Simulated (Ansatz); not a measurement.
## AlN (P6_3mc):Zr_Al, thermodynamic levels from a 72-atom cell

Charge states of Zr_Al in AlN (P6_3mc), set against the band edges. Model: a cell of 72 host atoms with 1 Al taken out and 1 Zr put in.

Main program and level: Ansatz 0.2.0; place-levels on r2SCAN runs: charge-transition levels and formation energies with image-charge correction and potential alignment at the atomic sites; PAW set soft_1.

### Step 1. The starting structure

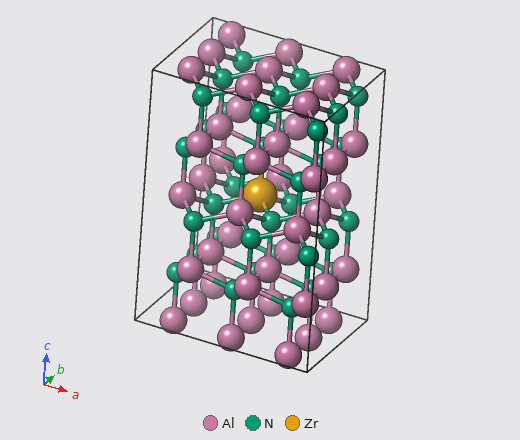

Start, viewed slightly off an axis; aluminium pink, nitrogen teal, zirconium orange. Some periodic images of atoms are drawn too.

The cell holds 72 atoms: 35 Al, 36 N and 1 Zr. Its edges and angles: a = 9.320 Å, b = 9.320 Å, c = 9.956 Å, α = 90.0°, β = 90.0°, γ = 120.0°. It derives from AlN (space group P6_3mc). Nearest the centre at fractional (0.444, 0.556, 0.500): Zr34 at 0.00 Å, N11 at 1.89 Å, N43 at 1.89 Å, N35 at 1.89 Å, N40 at 1.90 Å, Al9 at 3.07 Å, Al13 at 3.07 Å, Al41 at 3.07 Å.

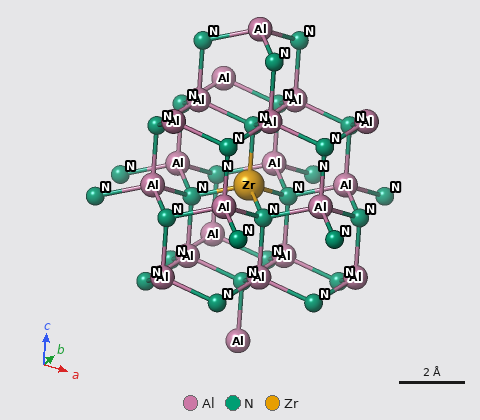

The atoms within 5 Å of the centre.

Coordinates:

```xyz
72
Lattice="9.3196 0.0000 0.0000 -4.6598 8.0710 0.0000 0.0000 0.0000 9.9565" Properties=species:S:1:pos:R:3 pbc="T T T"
Al    1.5533    0.8968    2.4852
Al    0.0000    1.7936    4.9743
N     1.5533    0.8968    4.3848
N     0.0000    1.7936    1.8957
Al    1.5533    0.8968    7.4634
Al    0.0000    1.7936    9.9525
N     1.5533    0.8968    9.3631
N     0.0000    1.7936    6.8739
Al    0.0000    3.5871    2.4852
Al   -1.5533    4.4839    4.9743
N     0.0000    3.5871    4.3848
N    -1.5533    4.4839    1.8957
Al    0.0000    3.5871    7.4634
Al   -1.5533    4.4839    9.9525
N     0.0000    3.5871    9.3631
N    -1.5533    4.4839    6.8739
Al   -1.5533    6.2774    2.4852
Al   -3.1065    7.1742    4.9743
N    -1.5533    6.2774    4.3848
N    -3.1065    7.1742    1.8957
Al   -1.5533    6.2774    7.4634
Al   -3.1065    7.1742    9.9525
N    -1.5533    6.2774    9.3631
N    -3.1065    7.1742    6.8739
Al    4.6598    0.8968    2.4852
Al    3.1065    1.7936    4.9743
N     4.6598    0.8968    4.3848
N     3.1065    1.7936    1.8957
Al    4.6598    0.8968    7.4634
Al    3.1065    1.7936    9.9525
N     4.6598    0.8968    9.3631
N     3.1065    1.7936    6.8739
Al    3.1065    3.5871    2.4852
Zr    1.5533    4.4839    4.9743
N     3.1065    3.5871    4.3848
N     1.5533    4.4839    1.8957
Al    3.1065    3.5871    7.4634
Al    1.5533    4.4839    9.9525
N     3.1065    3.5871    9.3631
N     1.5533    4.4839    6.8739
Al    1.5533    6.2774    2.4852
Al    0.0000    7.1742    4.9743
N     1.5533    6.2774    4.3848
N     0.0000    7.1742    1.8957
Al    1.5533    6.2774    7.4634
Al    0.0000    7.1742    9.9525
N     1.5533    6.2774    9.3631
N     0.0000    7.1742    6.8739
Al    7.7663    0.8968    2.4852
Al    6.2130    1.7936    4.9743
N     7.7663    0.8968    4.3848
N     6.2130    1.7936    1.8957
Al    7.7663    0.8968    7.4634
Al    6.2130    1.7936    9.9525
N     7.7663    0.8968    9.3631
N     6.2130    1.7936    6.8739
Al    6.2130    3.5871    2.4852
Al    4.6598    4.4839    4.9743
N     6.2130    3.5871    4.3848
N     4.6598    4.4839    1.8957
Al    6.2130    3.5871    7.4634
Al    4.6598    4.4839    9.9525
N     6.2130    3.5871    9.3631
N     4.6598    4.4839    6.8739
Al    4.6598    6.2774    2.4852
Al    3.1065    7.1742    4.9743
N     4.6598    6.2774    4.3848
N     3.1065    7.1742    1.8957
Al    4.6598    6.2774    7.4634
Al    3.1065    7.1742    9.9525
N     4.6598    6.2774    9.3631
N     3.1065    7.1742    6.8739
```

The host's dielectric constants go in as inputs: (4.49, 4.49, 4.72) for the electrons alone, (8.15, 8.15, 9.65) with the ions, computed on the host (DFPT, PBEsol, on the r2SCAN cell), and a cell off the functional's own equilibrium shifts the ionic part.

The cell's shortest repeat is 9.3 Å.

### Step 2. Charge states

A transition level is the Fermi level at which two charge states cost the same, so each charge needs its own total energy, at its own relaxed structure.

Random displacements of about 0.05 Å break the site symmetry at the start, so that the relaxation can reach a distorted minimum if there is one. Forces are taken at one point at (¼, ¼, ¼). The cell holds 1 electron more than the neutral one, with a uniform background that keeps it neutral on the whole.

The sampling was tested on the host first: at the k-points planned (1x1x1 shifted 0.25 0.25 0.25) its energy lies -0.014 eV an atom from the dense-mesh value, under the bound of 0.02 eV set for this test; that bounds the host's error, not the defect's.

One of the inputs; charge, spin and start change from state to state.

qm1.relax/input.yaml

```yaml
crystal:
  lattice:
    - [3.10652185, 3.0e-08, 0.0]
    - [-1.55326095, 2.69032682, 0.0]
    - [0.0, 0.0, 4.97823886]
  atoms:
    - { symbol: Al, position: [0.66666667, 0.33333333, 0.49920333] }
    - { symbol: Al, position: [0.33333333, 0.66666667, 0.99920333] }
    - { symbol: "N", position: [0.66666667, 0.33333333, 0.88079667] }
    - { symbol: "N", position: [0.33333333, 0.66666667, 0.38079667] }
  supercell: [3, 3, 2]
  defects: [{ substitution: { at: 33, symbol: Zr } }]
total_charge: -1
basis:
  ecutwfc: 500
  xc_grid: 2
hamiltonian:
  xc: r2scan
  pseudopotentials: { kind: paw, azcp: { folder: soft_1 } }
kpoints:
  mp_grid: { grid: [1, 1, 1], shift: [0.25, 0.25, 0.25] }
scf:
  occupations: { method: fixed }
  max_iter: 80
output:
  forces: true
  charged_corrections: { epsilon: [4.49, 4.49, 4.72], static_epsilon: [8.15, 8.15, 9.65] }
relax:
  f_tol: 0.02
  max_steps: 80
  random_displacement: { amplitude: 0.05, seed: 5465 }
checkpoint:
  write: "../qm1.relax.run"
  compress: false
  write_wavefunctions: true
  write_every: 100000
```

The run is started by

```sh
$ ansatz run input.yaml --threads 4 --pin off --max-ram 7536MiB --backend cpu --events-out ev --progress --plain --runs-dir out
```

The relaxed structure is kept and the sampling changed to a 2×2×2 shifted mesh.

The run of this state that the levels use, under r2SCAN:

qm1.point/input.yaml

```yaml
crystal:
  checkpoint: "../qm1.relax.run"
  host: checkpoint
total_charge: -1
basis:
  ecutwfc: 500
  xc_grid: 2
hamiltonian:
  xc: r2scan
  pseudopotentials: { kind: paw, azcp: { folder: soft_1 } }
kpoints:
  mp_grid: { grid: [2, 2, 2], shift: [0.5, 0.5, 0.5] }
scf:
  occupations: { method: fermi_dirac, width: 0.01 }
  max_iter: 80
output:
  forces: true
  eigenvalues: true
  charged_corrections:
    epsilon: [4.49, 4.49, 4.72]
    static_epsilon: [8.15, 8.15, 9.65]
    defect_position: [0.444444, 0.555556, 0.499602]
  eigenstates: { localisation: true }
  populations: true
  band_densities: [{ bands: [v1, v1] }, { bands: [c1, c1] }]
  write_density: true
  write_potential: true
  volumetric_format: npy
  elf: true
checkpoint:
  read: "../qm1.relax.run"
  write: "../qm1.point.run"
  compress: false
  write_wavefunctions: false
  write_every: 100000
```

Relaxations under r2SCAN at one point at (¼, ¼, ¼); times on 4 threads of Arm Neoverse V2, shared host:

| charge | moment (μB) | occupations | outcome | steps | largest displacement against the far atoms (Å) | time |
| --- | --- | --- | --- | --- | --- | --- |
| −1 | 0 | fixed | converged | 14 | 0.30 | 2.4 min |
| 0 | 1 | fixed | converged | 9 | 0.25 | 5.1 min |
| +1 | 0 | fixed | converged | 7 | 0.16 | 82 s |
| −1 | 2 | fixed | converged | 12 | 0.39 | 5.9 min |

Single points under r2SCAN at a 2×2×2 shifted mesh; times on 4 threads of Arm Neoverse V2, shared host:

| charge | moment (μB) | occupations | outcome | time |
| --- | --- | --- | --- | --- |
| −1 | 0 | fermi-dirac | converged | 74 s |
| 0 | 1 | fermi-dirac | converged | 3 min |
| +1 | 0 | fermi-dirac | converged | 71 s |
| −1 | 2 | fermi-dirac | converged | 3.1 min |

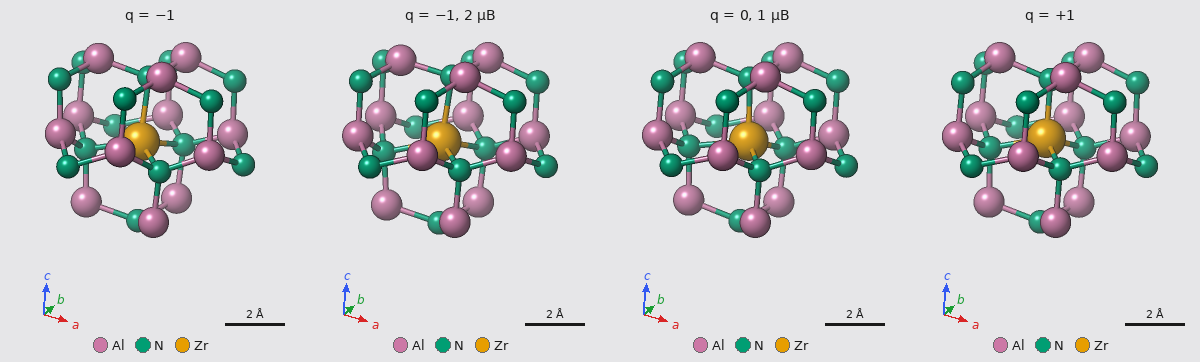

The structures near the centre after relaxation with r2SCAN, by charge.

Distances (Å) from Zr34 to the nearest atoms after relaxation with r2SCAN:

| charge | moment (μB) | 1. | 2. | 3. | 4. | 5. | 6. |
| --- | --- | --- | --- | --- | --- | --- | --- |
| −1 | 0 | N 2.03 | N 2.04 | N 2.23 | N 2.26 | N 2.83 | Al 2.87 |
| −1 | 2 | N 2.08 | N 2.12 | N 2.13 | N 2.31 | N 2.84 | Al 2.99 |
| 0 | 1 | N 2.02 | N 2.05 | N 2.14 | N 2.20 | N 2.83 | Al 3.00 |
| +1 | 0 | N 2.02 | N 2.03 | N 2.03 | N 2.06 | N 2.95 | Al 3.10 |

### Step 3. place-levels, r2SCAN

A charged cell interacts with its images and the background, and its potential has another zero than the host's. place-levels removes the first by a point-charge model, screened by the static dielectric constant since the ions have relaxed around the charge, and the second by comparing potentials at atoms far from the defect.

The host is a run of the defect-free crystal in the same cutoffs, grids and k-points, so that basis and sampling errors cancel in part in the differences. The host is run in a cell of 8 atoms on a matching mesh. Its band edges are searched through the zone by a band path, so the gap is smaller than, or equal to, that on the mesh. Chemical potentials are energies per atom of Al (fcc) and Zr (hcp), run with the same functional and cutoff.

levels.point.yaml

```yaml
host:
  run: host.point.run
states: [qm1.point.run, q0_M1.point.run, qp1.point.run, qm1_M2.point.run]
geometry_from:
  qm1.point.run: qm1.relax.run
  q0_M1.point.run: q0_M1.relax.run
  qp1.point.run: qp1.relax.run
  qm1_M2.point.run: qm1_M2.relax.run
  host.point.run: host.relax.run
chemical_potentials:
  Al:
    energy: -540.418346
    dataset: <sha256 of the dataset>
  Zr:
    energy: -4195.051571
    dataset: "<sha256 of the dataset>"
epsilon: [4.49, 4.49, 4.72]
static_epsilon: [8.15, 8.15, 9.65]
vertical:
  - { from: qm1.point.run, to: qm1.point_neutral.run }
  - { from: qp1.point.run, to: qp1.point_neutral.run }
  - { from: qm1_M2.point.run, to: qm1_M2.point_neutral.run }
```

The run is started by

```sh
$ ansatz place-levels levels.point.yaml -- --threads 4 --pin off --max-ram 7536MiB
```

Numbers of over 12 decimals in the logs are rounded to 6 here.

The program printed:

```text
[... repeated set-up lines and file paths are left out, and long positions are rounded to six places ...]
(+1/0) 4.140 eV above the valence edge, 0.737 eV under the conduction edge
(0/-1) 4.800 eV above the valence edge, 0.078 eV under the conduction edge
formation energy of charge +1: -1.170 eV with the Fermi level at the valence edge
formation energy of charge 0: +2.971 eV with the Fermi level at the valence edge
formation energy of charge -1: +7.771 eV with the Fermi level at the valence edge
vertical -1 to 0: no energy, since no alignment is typed
  the change from vertical[0].from (qm1.point.run) to vertical[0].to (qm1.point_neutral.run): by its potential at epsilon [4.49, 4.49, 4.72] it stands at 0.401 0.432 0.518, with an rms radius of about 2.0 Å (0.9 1.4 1.0 Å across the planes of the cell's [...]
vertical +1 to 0: no energy, since no alignment is typed
  the change from vertical[1].from (qp1.point.run) to vertical[1].to (qp1.point_neutral.run): by its potential at epsilon [4.49, 4.49, 4.72] it stands at 0.462 0.537 0.516, with an rms radius of about 1.9 Å (1.1 1.1 1.1 Å across the planes of the cell's [...]
vertical -1 to 0: no energy, since no alignment is typed
  the change from vertical[2].from (qm1_M2.point.run) to vertical[2].to (qm1_M2.point_neutral.run): by its potential at epsilon [4.49, 4.49, 4.72] it stands at 0.380 0.528 0.536, with an rms radius of about 1.8 Å (0.9 1.4 0.7 Å across the planes of the cell's [...]
  edges by r2scan, gap 4.878 eV; the host is sampled to repeats of 18.64 Å
  the defect's cells are sampled to repeats of 18.64 Å, like sampling
  charge +1: -37088.2328 eV with its correction of +0.557 eV, at epsilon [8.15, 8.15, 9.65], aligned at sites: +0.2941 eV, mean over 33 atomic sites at or beyond 4.66 Å from the host's site at [0.4444, 0.5556, 0.4997] by the defect at [0.4444, 0.5556, [...]
  charge 0: +0.000 eV for its dipole among its images, +0.000 omitted
  charge -1: -37065.4563 eV with its correction of -0.068 eV, at epsilon [8.15, 8.15, 9.65], aligned at sites: +0.3307 eV, mean over 33 atomic sites at or beyond 4.66 Å from the host's site at [0.4444, 0.5556, 0.4997] by the defect at [0.4444, 0.5556, [...]
  charge -1: states[0] (qm1.point.run) stands 0.232 eV higher, with a moment of 0.00 μB against 2.00
  of states[2] (qp1.point.run): its displacements don't fall off away from the defect: farther atoms stand 0.013 Å off the host's places. [...]
  of states[1] (q0_M1.point.run): its displacements don't fall off away from the defect: farther atoms stand 0.016 Å off the host's places. [...]
  of states[3] (qm1_M2.point.run): it parts from the run at its places by a charge that spreads by about 1.4 Å along one vector (1.4 Å or more is wide), by its potential at epsilon [4.49, 4.49, 4.72], taken for that of held ions (one typed too small widens [...]
  of states[0] (qm1.point.run): its displacements don't fall off away from the defect: farther atoms stand 0.028 Å off the host's places. [...]
  of vertical[0].from (qm1.point.run): its displacements don't fall off away from the defect: farther atoms stand 0.028 Å off the host's places. [...]
  of vertical[0].to (qm1.point_neutral.run): its displacements don't fall off away from the defect: farther atoms stand 0.028 Å off the host's places. [...]
  of vertical[1].from (qp1.point.run): its displacements don't fall off away from the defect: farther atoms stand 0.013 Å off the host's places. [...]
  of vertical[1].to (qp1.point_neutral.run): its displacements don't fall off away from the defect: farther atoms stand 0.013 Å off the host's places. [...]
  of vertical[2].from (qm1_M2.point.run): its displacements don't fall off away from the defect: farther atoms stand 0.024 Å off the host's places. [...]
  of vertical[2].to (qm1_M2.point_neutral.run): its displacements don't fall off away from the defect: farther atoms stand 0.024 Å off the host's places. [...]
```

It took 0.41 s on 4 threads of Arm Neoverse V2, shared host.

Levels between the charges placed, in eV above the valence top:

|  | gap (eV) | (+1/0) | (0/−1) |
| --- | --- | --- | --- |
| r2SCAN | 4.88 | 4.14 | 4.80 |

Corrections by state:

| charge | moment (μB) | image terms and alignment (eV) | band filling (eV) | ε used | over the lowest of its charge, as the program ranks them, band filling apart (eV) |
| --- | --- | --- | --- | --- | --- |
| +1 | 0.0 | 0.557 | - | principal values (8.15, 8.15, 9.65) | 0.000 |
| 0 | 1.0 | 0.000 | - | - | 0.000 |
| −1 | 2.0 | -0.068 | - | principal values (8.15, 8.15, 9.65) | 0.000 |
| −1 | 0.0 | -0.091 | - | principal values (8.15, 8.15, 9.65) | 0.232 |

The charged structures listed were also run neutral, and place-levels reads from each pair, by the potential or the spins, how wide the charge is by which they differ; that can be the carrier of either run.

| charge | rms radius (Å) | spread where it is widest against the cell (Å) | wide from (Å) | reading |
| --- | --- | --- | --- | --- |
| +1 | 1.9 | 1.08 | 1.40 | narrow |
| −1 | 1.8 | 1.41 | 1.40 | wide |

The neutral runs of these pairs need not share the spin of the lowest neutral state, and very wide values only mean spread over the cell.

From the program's caveats on the states, each cut to its opening words:

- charge +1: its displacements don't fall off away from the defect: farther atoms stand 0.013 Å off the host's places
- charge 0 (1 μB): its displacements don't fall off away from the defect: farther atoms stand 0.016 Å off the host's places
- charge 0 (1 μB), −1 (2 μB): flagged: stability check not made
- charge −1 (2 μB): it parts from the run at its places by a charge that spreads by about 1.4 Å along one vector (1.4 Å or more is wide), by its potential at epsilon [4.49, 4.49, [...]
- charge −1 (2 μB): its displacements don't fall off away from the defect: farther atoms stand 0.024 Å off the host's places
- charge −1: its displacements don't fall off away from the defect: farther atoms stand 0.028 Å off the host's places

The host's formation energy from the elements is -1.627 eV per atom; it sets how far the chemical potentials can move.

Limit set by the element alone; other compounds of these elements are not counted. Chemical potentials from the elements' reference states: Al 0.00 eV, N -3.25 eV, Zr 0.00 eV. Formation energies (Al-rich), with the Fermi level at the valence top and at the conduction bottom (gap 4.88 eV):

| charge | at valence top (eV) | at conduction bottom (eV) | correction included (eV) |
| --- | --- | --- | --- |
| +1 | -1.17 | 3.71 | 0.56 |
| 0 | 2.97 | 2.97 | 0.00 |
| −1 | 7.77 | 2.89 | -0.07 |

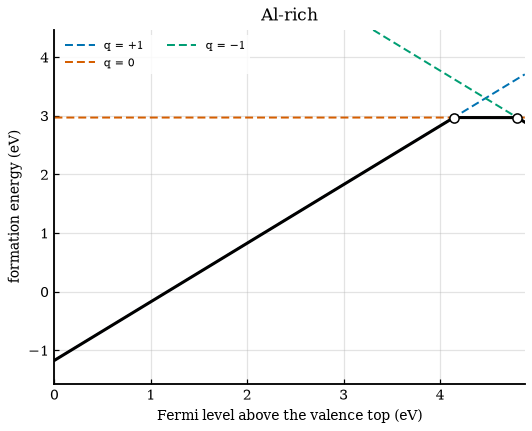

Formation energy against Fermi level; the thick line follows the lowest charge state and circles mark the transition levels.

Limit set by the element alone; other compounds of these elements are not counted. Chemical potentials from the elements' reference states: N 0.00 eV, Al -3.25 eV, Zr 0.00 eV. Formation energies (N-rich), with the Fermi level at the valence top and at the conduction bottom (gap 4.88 eV):

| charge | at valence top (eV) | at conduction bottom (eV) | correction included (eV) |
| --- | --- | --- | --- |
| +1 | -4.42 | 0.45 | 0.56 |
| 0 | -0.28 | -0.28 | 0.00 |
| −1 | 4.52 | -0.36 | -0.07 |

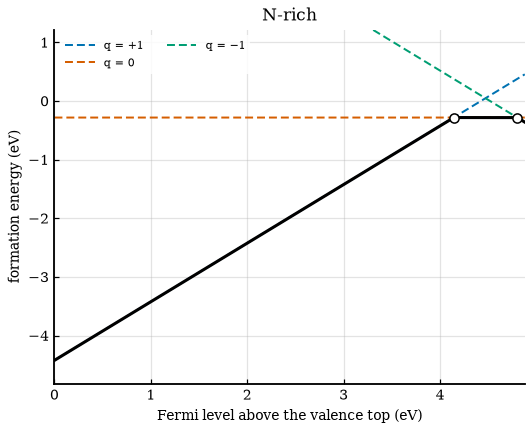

Formation energy against Fermi level; the thick line follows the lowest charge state and circles mark the transition levels.

Charge transition levels, in eV, zero at the valence-band top of the host:

|  | conduction bottom | valence top |
| --- | --- | --- |
| Zr_Al | 4.88 | 0.00 |

|  | level | energy (eV) |
| --- | --- | --- |
| Zr_Al | (+1/0) | 4.14 |
| Zr_Al | (0/−1) | 4.80 |

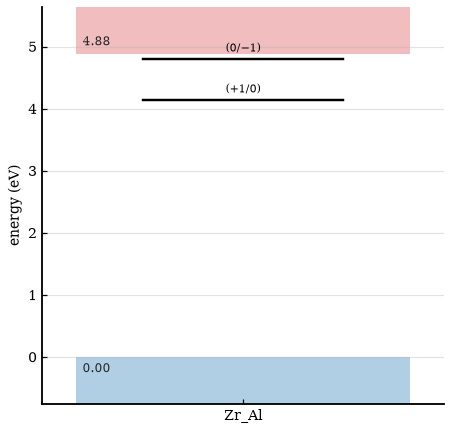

Charge transition levels. Shaded: valence and conduction bands.

### Step 4. The same at the relaxations' own k-points

The relaxations' own energies give the levels at their sampling, for comparison.

levels.relax_mesh.yaml

```yaml
host:
  run: host.relax.run
states: [qm1.relax.run, q0_M1.relax.run, qp1.relax.run, qm1_M2.relax.run]
chemical_potentials:
  Al:
    energy: -540.418346
    dataset: <sha256 of the dataset>
  Zr:
    energy: -4195.051571
    dataset: "<sha256 of the dataset>"
```

The run is started by

```sh
$ ansatz place-levels levels.relax_mesh.yaml -- --threads 4 --pin off --max-ram 7536MiB
```

The program printed:

```text
(+1/0) 4.139 eV above the valence edge, 0.747 eV under the conduction edge
(0/-1) 4.833 eV above the valence edge, 0.053 eV under the conduction edge
formation energy of charge +1: -1.068 eV with the Fermi level at the valence edge
formation energy of charge 0: +3.071 eV with the Fermi level at the valence edge
formation energy of charge -1: +7.904 eV with the Fermi level at the valence edge
  edges by r2scan, gap 4.886 eV; the host is sampled to repeats of 13.64 Å
[... the lines on each state left out ...]
```

The job ended after 0.12 s (4 threads).

Levels between neighbouring charges, in eV above the valence top:

|  | gap (eV) | (+1/0) | (0/−1) |
| --- | --- | --- | --- |
| one point at (¼, ¼, ¼) | 4.89 | 4.14 | 4.83 |
| a 2×2×2 shifted mesh | 4.88 | 4.14 | 4.80 |

Going from one point at (¼, ¼, ¼) to a 2×2×2 shifted mesh moves the levels that carry no band-filling term by up to 0.03 eV and formation energies against the elements by up to 0.13 eV.

### Step 5. Outcome

* gap of the host: 4.88 eV (r2SCAN)
* level (plus 1/0): 4.14 eV above the valence top
* level (0/minus 1): 4.80 eV above the valence top
* lowest of the charges placed, just above the valence top (0.02 eV): +1
* lowest of the charges placed, just below the conduction bottom (0.02 eV): −1
* lowest formation energy at mid-gap of the charges run, Al-rich: 1.27 eV
* lowest formation energy at mid-gap of the charges run, N-rich: -1.98 eV

Of the charges placed (−1, 0 and +1), the lowest changes at 4.14 eV (+1/0) and 4.80 eV (0/−1) above the valence top, in a gap of 4.88 eV. (0/−1) lies 0.08 eV from a band edge, less than the doubt on such levels. Charges above +1 and below −1 were not placed, so these runs say nothing of levels that involve them. States placed: +1 at 0 μB; 0 at 1 μB; −1 at 2 μB and 0 μB. Other spin states or structures, where not listed, weren't placed. Zr is taken at its element; compounds, which aren't counted here, bound the chemical potentials and would shift these formation energies. The lowest formation energy (N-rich) is negative across the gap, so the defect would form by itself: these chemical potentials lie beyond what competing compounds allow, or the host is unstable against it. Going from one point at (¼, ¼, ¼) to a 2×2×2 shifted mesh moves the levels that carry no band-filling term by up to 0.03 eV and formation energies against the elements by up to 0.13 eV. What this leaves open: r2SCAN makes the gap too small and tends to spread out bound carriers; where a gas molecule sets a chemical potential or the host's formation energy, its binding is uncorrected; force components of up to 0.15 eV/Å remain in a run at the final settings.

[Logs are printed without paths, hosts, clocks, repeated set-up lines and the standing remarks that a program may print on its own settings, such as how far it seeks lower states.]

[Hosts, paths, dates, database ids (printed as entryN), source tags and the programs' standing remarks are cut or masked in the printed files.]

[Where a table of states has a column of steps, it counts the stored structures, which are thinned; the runs took as many ionic steps or more.]

[A defect's name tells the site on which it was built; relaxed atoms can leave that site.]

[For some hosts the program warned that the k-mesh of the response run may be too coarse for force constants and the static dielectric constant; such warnings are not shown here.]
